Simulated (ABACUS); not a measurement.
## Band-structure run of KCl

- system: KCl (2 atoms in the cell)
- method: Kohn-Sham DFT of a periodic cell, rPW86PBE, GBRV ultrasoft 1.5 PBE, no spin polarisation (ABACUS 3.10.1)

The structure derives from an entry of the Crystallography Open Database. It belongs to a series of runs on one base structure; here: bands on the converged density.

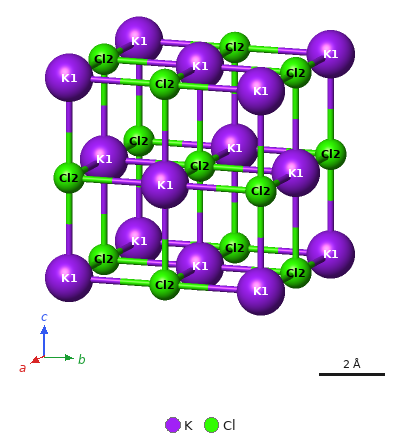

Figure 1. The input geometry (ball-and-stick view of the cell 4 times as large as that of the calculation, set on its symmetry axes, seen slightly off an axis; atoms are numbered from 1 in the order of the input). Near neighbours in the crystal (not all of them lie inside the picture): K has 6 Cl at 3.15 Å; Cl has 6 K at 3.15 Å.

Key numbers

| quantity | value |
| --- | --- |
| outcome | converged |
| space group (tolerance 0.01 Å) | Fm-3m (225) |
| electrons treated | 16 |
| Fermi energy of the self-consistent step | 3.337 eV |
| gap on the band path | 5.04 eV |
| hardware | 4 threads of Intel Xeon @ 2.50GHz (Skylake/Cascade Lake), 64 GiB of memory available, shared host |
| wall time | 17 s (CPU time 69 s) |
| peak memory | 0.84 GiB |

The input
```
INPUT_PARAMETERS
suffix              KCl
calculation         nscf
basis_type          pw
pseudo_dir          ./
symmetry            -1
dft_functional      GGA_X_RPW86+GGA_C_PBE
ecutwfc             40.0
pseudo_rcut         10
nspin               1
nbands              18
ks_solver           dav
smearing_method     fd
smearing_sigma      0.00367493
scf_thr             1e-08
scf_nmax            100
mixing_type         broyden
mixing_beta         0.7
ecutrho             320.0
init_chg            file
pw_diag_thr         1e-07
out_band            1
kpar                4
```

File STRU
```
ATOMIC_SPECIES
K 39.0983 k_pbe_v1.4.uspp.F.UPF
Cl 35.4500 cl_pbe_v1.4.uspp.F.UPF

LATTICE_CONSTANT
1.8897261246

LATTICE_VECTORS
0.0000000000 3.1464700000 3.1464700000
3.1464700000 0.0000000000 3.1464700000
3.1464700000 3.1464700000 0.0000000000

ATOMIC_POSITIONS
Direct

K
0.0
1
0.0000000000 0.0000000000 0.0000000000 1 1 1

Cl
0.0
1
0.5000000000 0.5000000000 0.5000000000 1 1 1
```

File KPT
```
K_POINTS
12
Line
0.00000000 0.00000000 0.00000000 10 // G
0.50000000 0.00000000 0.50000000 10 // X
0.50000000 0.25000000 0.75000000 10 // W
0.37500000 0.37500000 0.75000000 10 // K
0.00000000 0.00000000 0.00000000 10 // G
0.50000000 0.50000000 0.50000000 10 // L
0.62500000 0.25000000 0.62500000 10 // U
0.50000000 0.25000000 0.75000000 10 // W
0.50000000 0.50000000 0.50000000 10 // L
0.37500000 0.37500000 0.75000000 1 // K
0.62500000 0.25000000 0.62500000 10 // U
0.50000000 0.00000000 0.50000000 1 // X
```

Launched with:
```bash
OMP_NUM_THREADS=1 mpirun -np 4 abacus > log
```

What the program printed
```
ABACUS v3.10.1

               Atomic-orbital Based Ab-initio Computation at UStc

 ------------------------------------------------------------------------------------

 READING GENERAL INFORMATION
                           global_out_dir = OUT.KCl/
                           global_in_card = INPUT
                               pseudo_dir = ./
                              orbital_dir =
                                    DSIZE = 4
                                    GSIZE = 1

 READING UNITCELL INFORMATION
                                    ntype = 2
                  lattice constant (Bohr) = 1.88973
              lattice constant (Angstrom) = 1

 READING ATOM TYPE 1
                               atom label = K
                      L=0, number of zeta = 1
                      L=1, number of zeta = 1
                      L=2, number of zeta = 1
             number of atom for this type = 1

 READING ATOM TYPE 2
                               atom label = Cl
                      L=0, number of zeta = 1
                      L=1, number of zeta = 1
                      L=2, number of zeta = 1
             number of atom for this type = 1

                        TOTAL ATOM NUMBER = 2
DIRECT COORDINATES
    atom                   x                   y                   z     mag                  vx                  vy                  vz
taud_K1            0.0000000000        0.0000000000        0.0000000000  0.0000        0.0000000000        0.0000000000        0.0000000000
taud_Cl1            0.5000000000        0.5000000000        0.5000000000  0.0000        0.0000000000        0.0000000000        0.0000000000

                          Volume (Bohr^3) = 420.434
                             Volume (A^3) = 62.3018

 Lattice vectors: (Cartesian coordinate: in unit of a_0)
                   +0            +3.14647            +3.14647
             +3.14647                  +0            +3.14647
             +3.14647            +3.14647                  +0
 Reciprocal vectors: (Cartesian coordinate: in unit of 2 pi/a_0)
            -0.158908           +0.158908           +0.158908
            +0.158908           -0.158908           +0.158908
            +0.158908           +0.158908           -0.158908
 The esolver type has been set to : ksdft_pw

                PAO radial cut off (Bohr) = 10

 Read in pseudopotential file is k_pbe_v1.4.uspp.F.UPF
                     pseudopotential type = US
          exchange-correlation functional = PBE
                 nonlocal core correction = 1
                        valence electrons = 9
                                     lmax = 2
                           number of zeta = 4
                     number of projectors = 6
                           L of projector = 0
                           L of projector = 0
                           L of projector = 1
                           L of projector = 1
                           L of projector = 2
                           L of projector = 2
 XC functional updated to : GGA_X_RPW86+GGA_C_PBE
          exchange-correlation functional = GGA_X_RPW86+GGA_C_PBE
                PAO radial cut off (Bohr) = 10

 Read in pseudopotential file is cl_pbe_v1.4.uspp.F.UPF
                     pseudopotential type = US
          exchange-correlation functional = PBE
                 nonlocal core correction = 1
                        valence electrons = 7
                                     lmax = 2
                           number of zeta = 2
                     number of projectors = 6
                           L of projector = 0
                           L of projector = 0
                           L of projector = 1
                           L of projector = 1
                           L of projector = 2
                           L of projector = 2
 XC functional updated to : GGA_X_RPW86+GGA_C_PBE
          exchange-correlation functional = GGA_X_RPW86+GGA_C_PBE
     initial pseudo atomic orbital number = 12

 SETUP THE ELECTRONS NUMBER
             electron number of element K = 9
       total electron number of element K = 9
            electron number of element Cl = 7
      total electron number of element Cl = 7
            AUTOSET number of electrons:  = 16
                           occupied bands = 8
                                   NBANDS = 18
                                   NLOCAL = 18

%%%%%%%%%%%%%%%%%%%%%%%%%%%%%%%%%%%%%%%%%%%%%%%%%%%%%%%%%%%%%%%%%%%%%%%%%%%%%%%%%%%%%%%%%%%%%%%%%%%%%%%%%%
 Warning: the number of valence electrons in pseudopotential > 1 for K: [Ar] 4s1
 Pseudopotentials with additional electrons can yield (more) accurate outcomes, but may be less efficient.
 If you're confident that your chosen pseudopotential is appropriate, you can safely ignore this warning.
%%%%%%%%%%%%%%%%%%%%%%%%%%%%%%%%%%%%%%%%%%%%%%%%%%%%%%%%%%%%%%%%%%%%%%%%%%%%%%%%%%%%%%%%%%%%%%%%%%%%%%%%%%

 SETUP THE PLANE WAVE BASIS
 energy cutoff for charge/potential (unit:Ry) = 160
            fft grid for charge/potential = [ 36, 36, 36 ]
                        fft grid division = [ 1, 1, 1 ]
        big fft grid for charge/potential = [ 48, 48, 48 ]
                                     nbxx = 110592
                                     nrxx = 46656

 SETUP PLANE WAVES FOR CHARGE/POTENTIAL
                    number of plane waves = 14331
                         number of sticks = 769

 PARALLEL PW FOR CHARGE/POTENTIAL
     PROC   COLUMNS(POT)             PW
        1            769          14331
 --------------- sum -------------------
        1            769          14331
                            number of |g| = 193
                                  max |g| = 14.4188
                                  min |g| = 0

 energy cutoff for dense charge/potential (unit:Ry) = 320
      fft grid for dense charge/potential = [ 48, 48, 48 ]
                                     nrxx = 110592

 SETUP PLANE WAVES FOR dense CHARGE/POTENTIAL
                    number of plane waves = 40677
                         number of sticks = 1555

 PARALLEL PW FOR dense CHARGE/POTENTIAL
     PROC   COLUMNS(POT)             PW
        1           1555          40677
 --------------- sum -------------------
        1           1555          40677
                            number of |g| = 384
                                  max |g| = 28.8881
                                  min |g| = 0

----------- Double Check Mixing Parameters Begin ------------
mixing_type: broyden
mixing_beta: 0.7
mixing_gg0: 1
mixing_gg0_min: 0.1
mixing_ndim: 8
----------- Double Check Mixing Parameters End ------------

 SETUP K-POINTS
                                    nspin = 1
                                   nkstot = 102
K-POINTS DIRECT COORDINATES
 KPOINTS    DIRECT_X    DIRECT_Y    DIRECT_Z  WEIGHT
       1  0.00000000  0.00000000  0.00000000  1.0000
       2  0.05000000  0.00000000  0.05000000  1.0000
       3  0.10000000  0.00000000  0.10000000  1.0000
       4  0.15000000  0.00000000  0.15000000  1.0000
       5  0.20000000  0.00000000  0.20000000  1.0000
       6  0.25000000  0.00000000  0.25000000  1.0000
       7  0.30000000  0.00000000  0.30000000  1.0000
       8  0.35000000  0.00000000  0.35000000  1.0000
       9  0.40000000  0.00000000  0.40000000  1.0000
      10  0.45000000  0.00000000  0.45000000  1.0000
      11  0.50000000  0.00000000  0.50000000  1.0000
      12  0.50000000  0.02500000  0.52500000  1.0000
      13  0.50000000  0.05000000  0.55000000  1.0000
      14  0.50000000  0.07500000  0.57500000  1.0000
      15  0.50000000  0.10000000  0.60000000  1.0000
      16  0.50000000  0.12500000  0.62500000  1.0000
      17  0.50000000  0.15000000  0.65000000  1.0000
      18  0.50000000  0.17500000  0.67500000  1.0000
      19  0.50000000  0.20000000  0.70000000  1.0000
      20  0.50000000  0.22500000  0.72500000  1.0000
      21  0.50000000  0.25000000  0.75000000  1.0000
      22  0.48750000  0.26250000  0.75000000  1.0000
      23  0.47500000  0.27500000  0.75000000  1.0000
      24  0.46250000  0.28750000  0.75000000  1.0000
      25  0.45000000  0.30000000  0.75000000  1.0000
      26  0.43750000  0.31250000  0.75000000  1.0000
      27  0.42500000  0.32500000  0.75000000  1.0000
      28  0.41250000  0.33750000  0.75000000  1.0000
      29  0.40000000  0.35000000  0.75000000  1.0000
      30  0.38750000  0.36250000  0.75000000  1.0000
[... 72 further k points ...]

           k-point number in this process = 26
       minimum distributed K point number = 25

[... K-POINTS CARTESIAN COORDINATES: 26 rows ...]

[... K-POINTS DIRECT COORDINATES: 26 rows ...]

 SETUP PLANE WAVES FOR WAVE FUNCTIONS
     energy cutoff for wavefunc (unit:Ry) = 40
              fft grid for wave functions = [ 36, 36, 36 ]
                    number of plane waves = 2397
                         number of sticks = 241

 PARALLEL PW FOR WAVE FUNCTIONS
     PROC   COLUMNS(POT)             PW
        1            241           2397
 --------------- sum -------------------
        1            241           2397

 SETUP NONLOCAL PSEUDOPOTENTIALS IN PLANE WAVE BASIS
 K non-local projectors:
 projector 1 L=0
 projector 2 L=0
 projector 3 L=1
 projector 4 L=1
 projector 5 L=2
 projector 6 L=2
 Cl non-local projectors:
 projector 1 L=0
 projector 2 L=0
 projector 3 L=1
 projector 4 L=1
 projector 5 L=2
 projector 6 L=2
      TOTAL NUMBER OF NONLOCAL PROJECTORS = 36

 Init Non-Local PseudoPotential table :
 Init Non-Local-Pseudopotential done.

                                     npwx = 1820

 Make real space PAO into reciprocal space.
       max mesh points in Pseudopotential = 731
     dq(describe PAO in reciprocal space) = 0.01
                                    max q = 763

 number of pseudo atomic orbitals for K is 4
WARNING: norm of atomic wavefunction # 3 of atomic type K is 0.996576, renormalized
WARNING: norm of atomic wavefunction # 4 of atomic type K is 0.969827, renormalized

 number of pseudo atomic orbitals for Cl is 2

 -------------------------------------------
 NONSELF-CONSISTENT
 -------------------------------------------
                                 init_chg = file
 try to read charge from file
 Read in the charge density: OUT.KCl//KCl-CHARGE-DENSITY.restart

 PW ALGORITHM --------------- ION=   1  ELEC=   1--------------------------------
 k(1/102) Iter steps (avg)=21 threshold=1e-07
 k(2/102) Iter steps (avg)=25 threshold=1e-07
 k(3/102) Iter steps (avg)=18 threshold=1e-07
 k(4/102) Iter steps (avg)=17 threshold=1e-07
 k(5/102) Iter steps (avg)=19 threshold=1e-07
 k(6/102) Iter steps (avg)=19 threshold=1e-07
 k(7/102) Iter steps (avg)=20 threshold=1e-07
 k(8/102) Iter steps (avg)=19 threshold=1e-07
 k(9/102) Iter steps (avg)=28 threshold=1e-07
 k(10/102) Iter steps (avg)=24 threshold=1e-07
 k(11/102) Iter steps (avg)=18 threshold=1e-07
 k(12/102) Iter steps (avg)=27 threshold=1e-07
 k(13/102) Iter steps (avg)=58 threshold=1e-07
 k(14/102) Iter steps (avg)=36 threshold=1e-07
 k(15/102) Iter steps (avg)=37 threshold=1e-07
 k(16/102) Iter steps (avg)=25 threshold=1e-07
 k(17/102) Iter steps (avg)=59 threshold=1e-07
 k(18/102) Iter steps (avg)=45 threshold=1e-07
 k(19/102) Iter steps (avg)=32 threshold=1e-07
 k(20/102) Iter steps (avg)=26 threshold=1e-07
 k(21/102) Iter steps (avg)=29 threshold=1e-07
 k(22/102) Iter steps (avg)=27 threshold=1e-07
 k(23/102) Iter steps (avg)=31 threshold=1e-07
 k(24/102) Iter steps (avg)=27 threshold=1e-07
 k(25/102) Iter steps (avg)=25 threshold=1e-07
 k(26/102) Iter steps (avg)=29 threshold=1e-07
[... levels at 26 k points of this process ...]

 Density error is 0.00000000000
                          Error Threshold = 1.00000000000e-07
----------------------------------------------------------
     Energy           Rydberg                 eV
----------------------------------------------------------
 E_KohnSham     -90.8036963436       -1235.4476697354
 E_KS(sigma->0) -90.8036963436       -1235.4476697354
 E_Harris       -90.8036963436       -1235.4476697354
 E_band         -9.7303718190        -132.3885003970
 E_one_elec     -30.2705272899       -411.8516526067
 E_Hartree      19.9634923231        271.6172475727
 E_xc           -18.8297813317       -256.1923182051
 E_Ewald        -61.6668800451       -839.0209464964
 E_entropy(-TS) 0.0000000000         0.0000000000
 E_descf        0.0000000000         0.0000000000
 E_exx          0.0000000000         0.0000000000
 E_Fermi        0.2463225617         3.3513903846
----------------------------------------------------------

 charge density convergence is achieved
 final etot is -1235.4476697 eV
 EFERMI = 3.3513903846 eV

 STATE ENERGY(eV) AND OCCUPATIONS    NSPIN == 1
 1/26 kpoint (Cartesian) = 0.0000 0.0000 0.0000 (1807 pws)
       1       -26.4394      0.0196078
       2       -11.2837      0.0196078
       3       -9.87634      0.0196078
       4       -9.87634      0.0196078
       5       -9.87634      0.0196078
       6       0.830702      0.0196078
       7       0.830702      0.0196078
       8       0.830702      0.0196078
       9        5.86870    2.67514e-24
      10        9.08845    2.89016e-52
      11        9.08845    2.89016e-52
      12        9.08845    2.89015e-52
      13        9.98552    4.66809e-60
      14        9.98552    4.66808e-60
      15        13.6759        0.00000
      16        16.8173        0.00000
      17        16.8173        0.00000
      18        16.8173        0.00000

 2/26 kpoint (Cartesian) = 0.0000 0.015891 0.0000 (1820 pws)
       1       -26.4391      0.0196078
       2       -11.2909      0.0196078
       3       -9.87802      0.0196078
       4       -9.87802      0.0196078
       5       -9.86579      0.0196078
       6       0.777998      0.0196078
       7       0.823189      0.0196078
       8       0.823189      0.0196078
       9        5.95325    4.93152e-25
      10        9.01159    1.34454e-51
      11        9.15394    7.80048e-53
      12        9.15394    7.80048e-53
      13        10.0053    3.14329e-60
      14        10.0563    1.13275e-60
      15        13.8084        0.00000
      16        16.6072        0.00000
      17        16.6072        0.00000
      18        16.8381        0.00000

 3/26 kpoint (Cartesian) = 0.0000 0.031782 0.0000 (1820 pws)
       1       -26.4381      0.0196078
       2       -11.3086      0.0196078
       3       -9.88191      0.0196078
       4       -9.88191      0.0196078
       5       -9.83849      0.0196078
       6       0.640954      0.0196078
       7       0.802040      0.0196078
       8       0.802040      0.0196078
       9        6.18609    4.68359e-27
      10        8.80800    7.88658e-50
      11        9.34732    1.63108e-54
      12        9.34732    1.63108e-54
      13        10.0636    9.78957e-61
      14        10.2602    1.91854e-62
      15        14.1730        0.00000
      16        16.1477        0.00000
      17        16.1477        0.00000
      18        16.7343        0.00000

 4/26 kpoint (Cartesian) = 0.0000 0.047672 0.0000 (1800 pws)
       1       -26.4365      0.0196078
       2       -11.3279      0.0196078
       3       -9.88761      0.0196078
       4       -9.88761      0.0196078
       5       -9.80762      0.0196078
       6       0.467325      0.0196078
       7       0.770932      0.0196078
       8       0.770932      0.0196078
       9        6.52110    5.76349e-30
      10        8.53379    1.89948e-47
      11        9.65946    3.17126e-57
      12        9.65946    3.17126e-57
      13        10.1573    1.50323e-61
      14        10.5684    4.04072e-65
      15        14.6911        0.00000
      16        15.6256        0.00000
      17        15.6256        0.00000
      18        15.6497        0.00000

 5/26 kpoint (Cartesian) = 0.0000 0.063563 0.0000 (1808 pws)
       1       -26.4346      0.0196078
       2       -11.3390      0.0196078
       3       -9.89565      0.0196078
       4       -9.89565      0.0196078
       5       -9.78978      0.0196078
       6       0.304734      0.0196078
       7       0.734689      0.0196078
       8       0.734689      0.0196078
       9        6.91451    2.20589e-33
      10        8.23924    6.87248e-45
      11        10.0751    7.78596e-61
      12        10.0751    7.78595e-61
      13        10.2804    1.28216e-62
      14        10.9217    3.44653e-68
      15        14.6147        0.00000
      16        15.1211        0.00000
      17        15.1211        0.00000
      18        15.2592        0.00000

 6/26 kpoint (Cartesian) = 0.0000 0.079454 0.0000 (1812 pws)
       1       -26.4325      0.0196078
       2       -11.3349      0.0196078
       3       -9.90437      0.0196078
       4       -9.90437      0.0196078
       5       -9.79563      0.0196078
       6       0.185154      0.0196078
       7       0.698112      0.0196078
       8       0.698112      0.0196078
       9        7.33754    4.66828e-37
      10        7.95809    1.90172e-42
      11        10.4245    7.18596e-64
      12        10.5723    3.73658e-65
      13        10.5723    3.73658e-65
      14        11.2268    7.72019e-71
      15        13.6739        0.00000
      16        14.6774        0.00000
      17        14.6774        0.00000
      18        15.7524        0.00000

[... levels at 20 further k points ...]

 --------------------------------------------
 !FINAL_ETOT_IS -1235.447669735387 eV
 --------------------------------------------

 Output bands in file: OUT.KCl/BANDS_1.dat
```

Standard output
```
ABACUS v3.10.1

               Atomic-orbital Based Ab-initio Computation at UStc

 dft_functional readin is: GGA_X_RPW86+GGA_C_PBE
 dft_functional in pseudopot file is: PBE
 Please make sure this is what you need
 dft_functional readin is: GGA_X_RPW86+GGA_C_PBE
 dft_functional in pseudopot file is: PBE
 Please make sure this is what you need

%%%%%%%%%%%%%%%%%%%%%%%%%%%%%%%%%%%%%%%%%%%%%%%%%%%%%%%%%%%%%%%%%%%%%%%%%%%%%%%%%%%%%%%%%%%%%%%%%%%%%%%%%
 Warning: the number of valence electrons in pseudopotential > 1 for K: [Ar] 4s1
 Pseudopotentials with additional electrons can yield (more) accurate outcomes, but may be less efficient.
 If you're confident that your chosen pseudopotential is appropriate, you can safely ignore this warning.
%%%%%%%%%%%%%%%%%%%%%%%%%%%%%%%%%%%%%%%%%%%%%%%%%%%%%%%%%%%%%%%%%%%%%%%%%%%%%%%%%%%%%%%%%%%%%%%%%%%%%%%%%

 UNIFORM GRID DIM        : 36 * 36 * 36
 UNIFORM GRID DIM(BIG)   : 48 * 48 * 48
 UNIFORM GRID DIM(DENSE) : 48 * 48 * 48
func,idGGA_X_RPW86 144
func,idGGA_C_PBE 130
 ---------------------------------------------------------
 ---------------------------------------------------------
 SPIN    KPOINTS         PROCESSORS  THREADS
 1       102             4           4
 ---------------------------------------------------------
 Use plane wave basis
 ---------------------------------------------------------
 ELEMENT NATOM       XC
 K       1
 Cl      1
 ---------------------------------------------------------
 Initial plane wave basis and FFT box
 ---------------------------------------------------------
 -------------------------------------------
 NONSELF-CONSISTENT :
 -------------------------------------------
 START CHARGE      : file
 ITER       ETOT/eV          EDIFF/eV         DRHO     TIME/s
 DA1     -1.23544767e+03   0.00000000e+00   0.0000e+00  11.67
```
